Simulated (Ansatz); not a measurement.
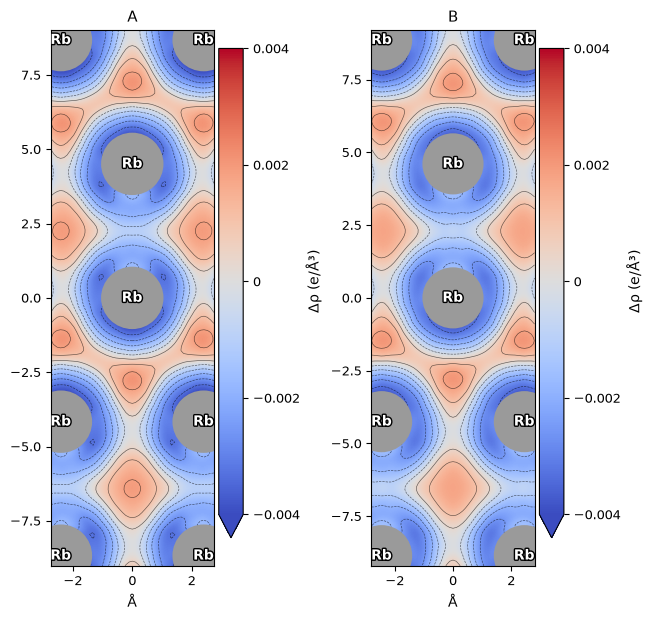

Rb: deformation density on the (001) plane of the conventional cell at two volumes, with the same fractional coordinates and one colour scale. Grey discs cover the cores. Panel A has 94 % of the volume of panel B.

Space group Fddd. This isn't the usual form at ambient conditions. The cell comes from a database of computed structures, not from a measurement.

Method: DFT PBE, scalar-relativistic, plane waves, PAW (Ansatz 0.2.0).

Question: How do bonds, bonding charge and pressure respond to this change of volume?

Answer: The pressure is 0.0 GPa in B and 0.1 GPa in A. The rearranged charge is 0.08 e an atom in B and 0.08 e in A.

Run times: 120 s (base cell) and 120 s (scaled cell), on 1 thread of Arm Neoverse N1 (shared host).
